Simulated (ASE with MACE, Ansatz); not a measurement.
# A vacancy of Ru at several sites of (20-21) twin boundary in hcp Co with 12 % Ru, 8 of 10 solute atoms at the boundaries (80 atoms), part 3 of 4

At which site of (20-21) twin boundary in hcp Co with 12 % Ru, 8 of 10 solute atoms at the boundaries (80 atoms) does a vacancy of Ru cost least, and what about the site decides it?

Ansatz 0.2.0; Kohn-Sham DFT, PBE, PAW (set soft_2), plane waves.

The cell: 70 Co and 10 Ru. The cell is under 6 Å thick along one periodic direction.

So far. Step 6 (Vacancy of Ru, site Ru31): The relaxation converged after 5 steps, 0.273 eV below its start, with a largest force component of 0.041 eV/Å.

## Step 7: Vacancy of Ru, site Ru41

The site has 12 bonded neighbours (Co9Ru3) at 2.54 Å on average, in the lower grain. 

input.yaml

```yaml
crystal:
  lattice:
    - [8.52022, 0.0, 0.0]
    - [-0.74232, 4.97472, 0.0]
    - [0.0, 0.0, 21.15943]
  atoms:
    [... atom lines 1 to 37 left out ...]
    - { symbol: Co, position: [0.58851, 0.21029, 0.56131], spin: 1.7 }
    - { symbol: Ru, position: [0.84491, 0.27001, 0.50211] }
    - { symbol: Co, position: [0.11067, 0.08719, 0.50341], spin: 1.7 }
    - { symbol: Ru, position: [0.78117, 0.75704, 0.00588] }
    - { symbol: Co, position: [0.02839, 0.81525, 0.06502], spin: 1.7 }
    - { symbol: Co, position: [0.27926, 0.62619, 0.05814], spin: 1.7 }
    - { symbol: Co, position: [0.56284, 0.69929, 0.10541], spin: 1.7 }
    [... atom lines 45 to 79 left out ...]
magnetization:
  spin_polarized: true
kpoints:
  mp_grid: { grid: [2, 3, 1] }
hamiltonian:
  xc: pbe
scf:
  occupations: { method: fermi_dirac, width: 0.1 }
  lower_state_search: "off"
output:
  forces: true
  eigenvalues: true
relax:
  f_tol: 0.05
  max_steps: 90
```

Command:

```bash
$ ansatz run input.yaml --threads 6 --pin off --max-ram 102400MiB --backend cuda --events-out ev --progress --plain --runs-dir out
```

Numbers of over 12 decimals in the logs are rounded to 6 here.

The log of the run:

```text
[...]
GPU FFT provider: cuFFT
GPU libraries: cuBLAS 13.8.2, cuFFT 12.4.0, cuSOLVER 12.3.4
Crystal: 79 atoms, lattice volume = 896.857 Å³
Basis set: ecut = 420 eV, 17613 PW (Γ), exchange–correlation on 120×72×288 points (8 copies of the dense FFT grid, shifted against one another)
Bands: 872, of which v1, the nominal top of the filled ones, is band 667 counted from 1 (666 counted from 0)
Symmetry: 1 space group operations
[...]
k-points: 4 of 6 (time reversal used)
[...]
Starting moments: Σ|m| = 119 μB on 70 of 79 sites
[...]
GPU buffer pool allocated for 311040 grid points (all kernels)
[...]
SCF iter   1: F=—  HF=-411778.341703 eV  |F-HF|=—  |Δ(HF+E_count)|=         —  Δρ=1.13e-1 (↑9.07e-2 ↓1.13e-1)  dr2=1.07e3  dr2_m=1.36e1  M=80.855 μB ∫|m|=88.081 μB  β_m=0.30  ethr=3.10e-3  ⟨swp⟩=4.0  Hψ=20443  notcnv=0  defer=568
[...]
SCF iter   3: F=—  HF=-411731.815632 eV  |F-HF|=—  |Δ(HF+E_count)|=    3.56e0  Δρ=7.31e-2 (↑2.88e-2 ↓7.31e-2)  dr2=1.95e2  dr2_m=6.02e0  M=100.025 μB ∫|m|=105.253 μB  β_m=0.30  ethr=3.10e-3  ⟨swp⟩=2.5  Hψ=9547  notcnv=0  defer=873
[...]
SCF iter   8: F=—  HF=-411729.853829 eV  |F-HF|=—  |Δ(HF+E_count)|=   3.93e-2  Δρ=1.11e-2 (↑1.11e-2 ↓9.71e-3)  dr2=1.87e0  dr2_m=6.60e-1  M=105.051 μB ∫|m|=113.082 μB  β_m=0.30  ethr=4.88e-4  ⟨swp⟩=2.0  Hψ=7450  notcnv=0  defer=853
[...]
SCF iter  10: F=—  HF=-411730.369099 eV  |F-HF|=—  |Δ(HF+E_count)|=   4.00e-1  Δρ=2.91e-2 (↑1.26e-2 ↓2.91e-2)  dr2=1.46e1  dr2_m=1.13e0  M=106.707 μB ∫|m|=115.340 μB  β_m=0.07  ethr=1.40e-4  ⟨swp⟩=2.0  Hψ=12724  notcnv=0  defer=853  recentre
[...]
SCF iter  28: F=—  HF=-411730.110601 eV  |F-HF|=—  |Δ(HF+E_count)|=   4.81e-6  Δρ=7.26e-5 (↑3.02e-5 ↓7.26e-5)  dr2=8.80e-5  dr2_m=9.56e-6  M=110.548 μB ∫|m|=120.466 μB  β_m=0.26  ethr=1.23e-8  ⟨swp⟩=1.5  Hψ=6293  notcnv=0  defer=856
SCF iter  29: F=-411730.110576 eV  HF=-411730.110599 eV  |F-HF|=2.30e-5  |Δ(HF+E_count)|=   2.07e-6  Δρ=3.30e-5 (↑2.98e-5 ↓3.30e-5)  dr2=2.69e-5  dr2_m=2.99e-6  M=110.547 μB ∫|m|=120.465 μB  ethr=4.69e-9  ⟨swp⟩=8.9  Hψ=26544  notcnv=0
SCF 1 converged in 29 iterations: F = -411730.110576 eV  dr2 = 2.69e-5
[...]
relax step   1: F+E_penalty+E_count = -411730.11057621 eV  Δ(F+E_penalty+E_count) = +0.000e0 eV  max|allowed force component| = 6.142e-1 eV/Å  Δτ_max = 0.0000 Å  (29 SCF iters, dr2 threshold 6.25e-5 eV, accepted)
[... from here on, the SCF cycles and remarks between the steps are left out ...]
relax step   2: F+E_penalty+E_count = -411730.31770368 eV  Δ(F+E_penalty+E_count) = -2.071e-1 eV  max|allowed force component| = 3.687e-1 eV/Å  Δτ_max = 0.0591 Å  (16 SCF iters, dr2 threshold 2.36e-5 eV, accepted)
relax step   3: F+E_penalty+E_count = -411730.45226346 eV  Δ(F+E_penalty+E_count) = -1.346e-1 eV  max|allowed force component| = 1.585e-1 eV/Å  Δτ_max = 0.0950 Å  (21 SCF iters, dr2 threshold 8.49e-6 eV, accepted)
relax step   4: F+E_penalty+E_count = -411730.59672870 eV  Δ(F+E_penalty+E_count) = -1.445e-1 eV  max|allowed force component| = 2.349e-1 eV/Å  Δτ_max = 0.2000 Å  (20 SCF iters, dr2 threshold 4.65e-6 eV, accepted)
relax step   5: F+E_penalty+E_count = -411730.73553162 eV  Δ(F+E_penalty+E_count) = -1.388e-1 eV  max|allowed force component| = 4.269e-1 eV/Å  Δτ_max = 0.1951 Å  (18 SCF iters, dr2 threshold 1.02e-5 eV, accepted)
relax step   6: F+E_penalty+E_count = -411730.97355454 eV  Δ(F+E_penalty+E_count) = -2.380e-1 eV  max|allowed force component| = 2.074e-1 eV/Å  Δτ_max = 0.2000 Å  (16 SCF iters, dr2 threshold 1.00e-4 eV, accepted)
relax step   7: F+E_penalty+E_count = -411730.98652552 eV  Δ(F+E_penalty+E_count) = -1.297e-2 eV  max|allowed force component| = 3.451e-1 eV/Å  Δτ_max = 0.1822 Å  (22 SCF iters, dr2 threshold 1.01e-5 eV, accepted)
relax step   8: F+E_penalty+E_count = -411731.06424571 eV  Δ(F+E_penalty+E_count) = -7.772e-2 eV  max|allowed force component| = 1.065e-1 eV/Å  Δτ_max = 0.1561 Å  (16 SCF iters, dr2 threshold 2.81e-5 eV, accepted)
relax step   9: F+E_penalty+E_count = -411731.07819265 eV  Δ(F+E_penalty+E_count) = -1.395e-2 eV  max|allowed force component| = 2.424e-2 eV/Å  Δτ_max = 0.0717 Å  (22 SCF iters, accepted)
SCF converged after 22 iterations
Magnetization: 112.7318 μB (723.3659 up, 610.6341 down)
Absolute magnetization: 122.7829 μB (∫|ρ↑−ρ↓|, with the PAW one-centre terms)
[...]
Per-site moments (μB) at R_I (Å): [(1.764045, 0.942574), (1.799563, 1.002759), (1.681388, 0.975140), (0.818308, 1.020824), (1.754511, 1.001280), (1.730324, [...]
Free energy (F): -411731.078193 eV
[...]
Internal energy: -411728.022738 eV  (E = F + TS)
E sigma→0 (E₀):  -411729.550466 eV
Entropy (-TS):   -3.055454 eV (-38.677 meV/atom)
Fermi energy:    18.986095 eV
[...]
Σ components = -411731.078193   (vs F -411731.078193, Δ=0.00e0)
--- Forces (eV/Å), atoms counted from 1 ---
  atom   1  Co    -0.00028660     0.00235363     0.00768459
  atom   2  Co     0.00909889    -0.00556326     0.00517663
  atom   3  Co    -0.01329972    -0.00974744     0.00050679
  atom   4  Ru     0.01490176     0.01690010     0.00624762
[...]
atom  79  Ru     0.01613045    -0.00564212    -0.00900462
  max |Σ_I F_I| component: 3.16e-5 eV/Å
--- Band table (eV; the first three rows and the last of 8) ---
[...]
--- Relaxed structure (9 steps of the walk, 9 accepted, 0 SCFs on fresh bases) ---
  F+E_penalty+E_count = -411731.07819265 eV   max|allowed force component| = 2.424e-2 eV/Å
  atoms:
    - { symbol: Co, position: [0.518968, 0.443345, 0.00763586] }
    - { symbol: Co, position: [0.788981, 0.334722, 0.00148317] }
    - { symbol: Co, position: [0.025478, 0.201121, 0.054556] }
    - { symbol: Ru, position: [0.295518, 0.021965, 0.051762] }
[...]
- { symbol: Ru, position: [0.102368, 0.578618, 0.503374] }
```

The job ended after 82 s (1 × NVIDIA H100 80GB HBM3 with 6 threads of AMD EPYC 7R13 (Zen 3), shared host; peak memory 2.4 GiB; 3.7 min of CPU time).

That memory is the host's; the program planned 26.4 GiB on the GPU.

The relaxation converged after 9 steps, 0.968 eV below its start, with a largest force component of 0.024 eV/Å.

## Step 8: Vacancy of Ru, site Ru80

The site has 12 bonded neighbours (Co11Ru) at 2.52 Å on average, in the upper grain. 

Input and log are left out; they have the form of those shown for this kind of step.

Run time: 48 s. Hardware: 1 × NVIDIA H100 80GB HBM3 with 6 threads of AMD EPYC 7R13 (Zen 3), shared host; peak memory 2.4 GiB; 2.1 min of CPU time.

That memory is the host's; the program planned 26.4 GiB on the GPU.

The relaxation converged after 5 steps, 0.273 eV below its start, with a largest force component of 0.035 eV/Å.

The surroundings of the place of the removed atom, after relaxation: 12 atoms, nearest first, with positions taken from that point. Atoms keep their numbers of the cell before the removal, where the removed atom was number 80.

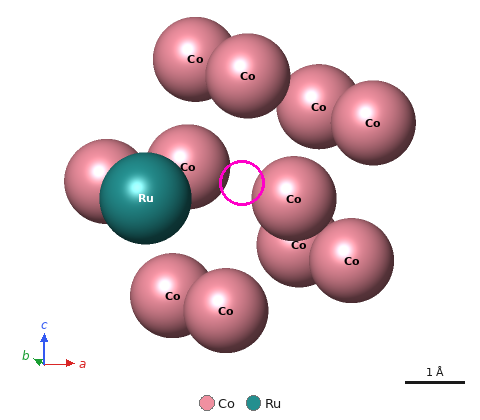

The atoms of the table, within 2.6 Å (arrows a, b, c point along x, y, z); some may hide others. A ring marks the centre wherever it is empty.

```
atom      x      y      z  distance (Å)  bonds  moment (μB)
Co79  -2.17   0.85  -0.02          2.33     11         1.72
Co19   1.71  -0.99  -1.27          2.34     10         1.63
Co59   1.34   1.46  -1.27          2.35     10         1.64
Co36  -0.17  -1.26   1.99          2.36     11         1.73
Co76  -0.54   1.18   2.01          2.39     11         1.75
Co18  -0.57  -1.33  -2.03          2.50     11         1.60
Co40   0.36  -2.48   0.00          2.50     10         1.74
Co40  -0.38   2.50   0.00          2.53     10         1.74
Co58  -0.95   1.15  -2.05          2.53     11         1.72
Co37   2.09  -0.97   1.09          2.55     10         1.76
Co77   1.71   1.55   1.09          2.55     10         1.76
Ru39  -2.05  -1.60  -0.03          2.60     11         0.68
```

The column of bonds counts only the pairs Co-Co within 2.88 Å, Co-Ru within 2.88 Å, Ru-Ru within 2.88 Å; other neighbours, such as metal atoms beside each other in a compound, aren't counted, and periodic images can show an atom twice.

The largest move is 0.19 Å, by Co79.

## Step 9: Vacancy of Ru, site Ru42

The site has 12 bonded neighbours (Co10Ru2) at 2.60 Å on average, in the lower grain. 

input.yaml, the sections that differ from step 7:

```yaml
crystal:
  lattice:
    - [8.52022, 0.0, 0.0]
    - [-0.74232, 4.97472, 0.0]
    - [0.0, 0.0, 21.15943]
  atoms:
    [... atom lines 1 to 38 left out ...]
    - { symbol: Ru, position: [0.84491, 0.27001, 0.50211] }
    - { symbol: Co, position: [0.11067, 0.08719, 0.50341], spin: 1.7 }
    - { symbol: Ru, position: [0.51293, 0.94375, 0.00665] }
    - { symbol: Co, position: [0.02839, 0.81525, 0.06502], spin: 1.7 }
    - { symbol: Co, position: [0.27926, 0.62619, 0.05814], spin: 1.7 }
    - { symbol: Co, position: [0.56284, 0.69929, 0.10541], spin: 1.7 }
    - { symbol: Co, position: [0.81309, 0.01682, 0.11195], spin: 1.7 }
    [... atom lines 46 to 79 left out ...]
# magnetization, kpoints, hamiltonian, scf, output, relax: as in step 7
```

The log of the run:

```text
[...]
GPU FFT provider: cuFFT
GPU libraries: cuBLAS 13.8.2, cuFFT 12.4.0, cuSOLVER 12.3.4
Crystal: 79 atoms, lattice volume = 896.857 Å³
Basis set: ecut = 420 eV, 17613 PW (Γ), exchange–correlation on 120×72×288 points (8 copies of the dense FFT grid, shifted against one another)
Bands: 872, of which v1, the nominal top of the filled ones, is band 667 counted from 1 (666 counted from 0)
Symmetry: 1 space group operations
[...]
k-points: 4 of 6 (time reversal used)
[...]
Starting moments: Σ|m| = 119 μB on 70 of 79 sites
[...]
GPU buffer pool allocated for 311040 grid points (all kernels)
[...]
SCF iter   1: F=—  HF=-411776.245177 eV  |F-HF|=—  |Δ(HF+E_count)|=         —  Δρ=1.10e-1 (↑8.77e-2 ↓1.10e-1)  dr2=1.00e3  dr2_m=1.38e1  M=82.255 μB ∫|m|=88.976 μB  β_m=0.30  ethr=3.10e-3  ⟨swp⟩=4.0  Hψ=20430  notcnv=0  defer=585
[...]
SCF iter   3: F=—  HF=-411733.788730 eV  |F-HF|=—  |Δ(HF+E_count)|=    1.39e0  Δρ=8.86e-2 (↑6.39e-2 ↓8.86e-2)  dr2=3.16e2  dr2_m=5.36e0  M=98.861 μB ∫|m|=104.026 μB  β_m=0.30  ethr=3.10e-3  ⟨swp⟩=2.9  Hψ=11984  notcnv=0  defer=871
[...]
SCF iter  11: F=—  HF=-411730.135485 eV  |F-HF|=—  |Δ(HF+E_count)|=   1.92e-2  Δρ=7.80e-3 (↑6.79e-3 ↓7.80e-3)  dr2=4.91e-1  dr2_m=3.47e-1  M=105.962 μB ∫|m|=114.864 μB  β_m=0.30  ethr=1.31e-4  ⟨swp⟩=1.2  Hψ=6175  notcnv=0  defer=853
[...]
SCF iter  13: F=—  HF=-411730.213203 eV  |F-HF|=—  |Δ(HF+E_count)|=   1.33e-2  Δρ=1.11e-2 (↑6.32e-3 ↓1.11e-2)  dr2=1.57e0  dr2_m=3.36e-1  M=106.440 μB ∫|m|=115.529 μB  β_m=0.03  ethr=3.68e-5  ⟨swp⟩=2.0  Hψ=12195  notcnv=0  defer=853
[...]
SCF iter  30: F=—  HF=-411730.194455 eV  |F-HF|=—  |Δ(HF+E_count)|=   2.76e-5  Δρ=7.13e-5 (↑3.29e-5 ↓7.13e-5)  dr2=8.97e-5  dr2_m=6.16e-6  M=109.067 μB ∫|m|=119.076 μB  β_m=0.22  ethr=2.73e-8  ⟨swp⟩=1.0  Hψ=6120  notcnv=0  defer=853
SCF iter  31: F=-411730.194450 eV  HF=-411730.194454 eV  |F-HF|=4.01e-6  |Δ(HF+E_count)|=   1.48e-6  Δρ=2.59e-5 (↑1.95e-5 ↓2.59e-5)  dr2=7.87e-6  dr2_m=1.99e-6  M=109.068 μB ∫|m|=119.077 μB  ethr=4.69e-9  ⟨swp⟩=8.9  Hψ=26764  notcnv=0
SCF 1 converged in 31 iterations: F = -411730.194450 eV  dr2 = 7.87e-6
[...]
relax step   1: F+E_penalty+E_count = -411730.19444957 eV  Δ(F+E_penalty+E_count) = +0.000e0 eV  max|allowed force component| = 7.996e-1 eV/Å  Δτ_max = 0.0000 Å  (31 SCF iters, dr2 threshold 6.25e-5 eV, accepted)
[... from here on, the SCF cycles and remarks between the steps are left out ...]
relax step   2: F+E_penalty+E_count = -411730.32857983 eV  Δ(F+E_penalty+E_count) = -1.341e-1 eV  max|allowed force component| = 5.287e-1 eV/Å  Δτ_max = 0.0570 Å  (16 SCF iters, dr2 threshold 4.00e-5 eV, accepted)
relax step   3: F+E_penalty+E_count = -411730.54849235 eV  Δ(F+E_penalty+E_count) = -2.199e-1 eV  max|allowed force component| = 1.577e-1 eV/Å  Δτ_max = 0.2000 Å  (20 SCF iters, dr2 threshold 1.75e-5 eV, accepted)
relax step   4: F+E_penalty+E_count = -411730.65838877 eV  Δ(F+E_penalty+E_count) = -1.099e-1 eV  max|allowed force component| = 1.652e-1 eV/Å  Δτ_max = 0.2000 Å  (30 SCF iters, accepted)
relax step   5: F+E_penalty+E_count = -411730.68151792 eV  Δ(F+E_penalty+E_count) = -2.313e-2 eV  max|allowed force component| = 1.049e-1 eV/Å  Δτ_max = 0.0894 Å  (25 SCF iters, accepted)
relax step   6: F+E_penalty+E_count = -411730.71397292 eV  Δ(F+E_penalty+E_count) = -3.246e-2 eV  max|allowed force component| = 9.071e-2 eV/Å  Δτ_max = 0.1575 Å  (22 SCF iters, dr2 threshold 4.43e-6 eV, accepted)
relax step   7: F+E_penalty+E_count = -411730.72861305 eV  Δ(F+E_penalty+E_count) = -1.464e-2 eV  max|allowed force component| = 3.348e-1 eV/Å  Δτ_max = 0.1649 Å  (21 SCF iters, dr2 threshold 3.32e-6 eV, accepted)
relax step   8: F+E_penalty+E_count = -411730.77279645 eV  Δ(F+E_penalty+E_count) = -4.418e-2 eV  max|allowed force component| = 1.185e-1 eV/Å  Δτ_max = 0.0910 Å  (13 SCF iters, dr2 threshold 8.39e-5 eV, accepted)
relax step   9: F+E_penalty+E_count = -411730.80196641 eV  Δ(F+E_penalty+E_count) = -2.917e-2 eV  max|allowed force component| = 6.038e-2 eV/Å  Δτ_max = 0.0912 Å  (30 SCF iters, accepted)
relax step  10: F+E_penalty+E_count = -411730.79701815 eV  Δ(F+E_penalty+E_count) = +4.948e-3 eV  max|allowed force component| = 1.025e-1 eV/Å  Δτ_max = 0.1106 Å  (29 SCF iters, rejected (line search))
relax step  11: F+E_penalty+E_count = -411730.81323350 eV  Δ(F+E_penalty+E_count) = -1.127e-2 eV  max|allowed force component| = 2.519e-2 eV/Å  Δτ_max = 0.0553 Å  (29 SCF iters, accepted)
SCF converged after 29 iterations
Magnetization: 111.3878 μB (722.6939 up, 611.3061 down)
Absolute magnetization: 121.4589 μB (∫|ρ↑−ρ↓|, with the PAW one-centre terms)
[...]
Per-site moments (μB) at R_I (Å): [(1.537585, 0.987709), (1.810780, 0.924401), (1.663764, 0.924401), (0.631560, 1.010067), (1.472559, 0.981130), [...]
Free energy (F): -411730.813234 eV
[...]
Internal energy: -411727.727285 eV  (E = F + TS)
E sigma→0 (E₀):  -411729.270259 eV
Entropy (-TS):   -3.085949 eV (-39.063 meV/atom)
Fermi energy:    18.989282 eV
[...]
Σ components = -411730.813234   (vs F -411730.813234, Δ=0.00e0)
--- Forces (eV/Å), atoms counted from 1 ---
  atom   1  Co    -0.00271739    -0.01629073    -0.00128866
  atom   2  Co     0.00230158    -0.00925956     0.00588775
  atom   3  Co    -0.00459240     0.00324432     0.00418572
  atom   4  Ru    -0.01558436     0.00458730    -0.00136549
[...]
atom  79  Ru    -0.00920968     0.00805464     0.00306136
  max |Σ_I F_I| component: 1.77e-5 eV/Å
--- Band table (eV; the first three rows and the last of 8) ---
[...]
--- Relaxed structure (11 steps of the walk, 10 accepted, 0 SCFs on fresh bases) ---
  F+E_penalty+E_count = -411730.81323350 eV   max|allowed force component| = 2.519e-2 eV/Å
  atoms:
    - { symbol: Co, position: [0.540688, 0.448036, 0.014902] }
    - { symbol: Co, position: [0.803036, 0.321697423309, -0.0027124] }
    - { symbol: Co, position: [0.00989911, 0.307371, 0.061963] }
    - { symbol: Ru, position: [0.271559, 0.119314, 0.051920] }
[...]
- { symbol: Ru, position: [0.064118, 0.575148, 0.507305] }
```

It took 2 min on 1 × NVIDIA H100 80GB HBM3 with 6 threads; peak memory 2.5 GiB.

That memory is the host's; the program planned 26.4 GiB on the GPU.

The relaxation converged after 11 steps, 0.619 eV below its start, with a largest force component of 0.025 eV/Å.

The surroundings of the place of the removed atom, after relaxation: 10 atoms, nearest first, with positions taken from that point. Atoms keep their numbers of the cell before the removal, where the removed atom was number 42.

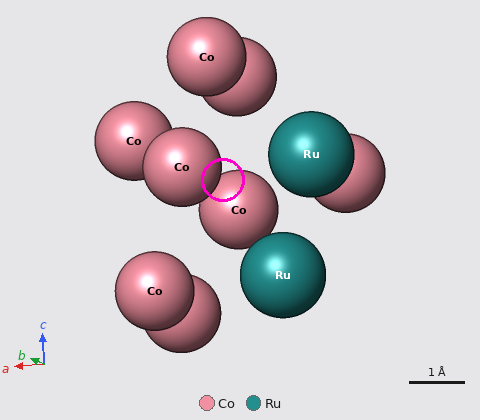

The atoms of the table, within 2.8 Å (arrows a, b, c point along x, y, z); some may hide others. A ring marks the centre wherever it is empty.

```
atom      x      y      z  distance (Å)  bonds  moment (μB)
Co43   1.63   0.19   0.85          1.84     10         1.86
Ru63  -1.03  -0.17  -1.82          2.10     12         0.32
 Co2   0.51  -2.17  -0.18          2.23     11         1.81
Ru41  -2.08   0.98   0.15          2.30     12         0.26
 Co1  -1.82  -1.54   0.19          2.39     12         1.54
Co46  -0.22   1.25   2.08          2.44     12         1.70
 Co6   0.11  -1.24   2.11          2.45     12         1.77
Co64   1.28  -1.05  -2.19          2.75     11         1.55
Co24   0.88   1.44  -2.17          2.75     11         1.73
 Co2  -0.23   2.81  -0.18          2.82     11         1.81
```

The column of bonds counts only the pairs Co-Co within 3.02 Å, Co-Ru within 3.02 Å, Ru-Ru within 3.02 Å; other neighbours, such as metal atoms beside each other in a compound, aren't counted, and periodic images can show an atom twice.

The largest move is 0.60 Å, by Co43.

## Step 10: Vacancy of Ru, site Ru78

The site has 10 bonded neighbours (Co9Ru) at 2.47 Å on average, in the upper grain. 

Input and log are left out; they have the form of those shown for this kind of step.

Wall time 60 s (1 × NVIDIA H100 80GB HBM3 with 6 threads of AMD EPYC 7R13 (Zen 3), shared host); peak memory 2.4 GiB.

That memory is the host's; the program planned 26.4 GiB on the GPU.

The relaxation converged after 7 steps, 0.828 eV below its start, with a largest force component of 0.027 eV/Å.

The surroundings of the place of the removed atom, after relaxation: 10 atoms, nearest first, with positions taken from that point. Atoms keep their numbers of the cell before the removal, where the removed atom was number 78.

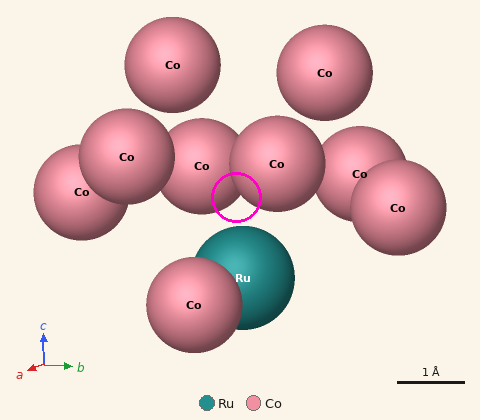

The atoms of the table, within 2.6 Å (arrows a, b, c point along x, y, z); some may hide others. A ring marks the centre wherever it is empty.

```
atom      x      y      z  distance (Å)  bonds  moment (μB)
Ru60  -0.22  -0.03  -1.28          1.30      9         1.04
Co35   1.45   1.42   0.90          2.22     11         1.60
Co75   1.82  -0.94   0.90          2.24     11         1.59
Co74  -0.85   1.10   1.85          2.31     11         1.61
Co34  -0.49  -1.29   1.86          2.31     11         1.65
Co38   0.24  -2.49  -0.06          2.50     10         1.63
Co38  -0.50   2.48  -0.06          2.53     10         1.63
Co77  -2.37   0.92  -0.01          2.54     11         1.62
Co37  -2.01  -1.57  -0.01          2.55     11         1.64
Co79   2.22   0.37  -1.22          2.56     11         1.51
```

The column of bonds counts only the pairs Co-Co within 2.93 Å, Co-Ru within 2.93 Å, Ru-Ru within 2.93 Å; other neighbours, such as metal atoms beside each other in a compound, aren't counted, and periodic images can show an atom twice.

The largest move is 0.99 Å, by Ru60.

(Part 3 of 4 ends here.)

[Logs are printed without paths, hosts, clocks, repeated set-up lines and the standing remarks that a program may print on its own settings, such as how far it seeks lower states.]

[Hosts, paths, dates, database ids (printed as entryN), source tags and the programs' standing remarks are cut or masked in the printed files.]
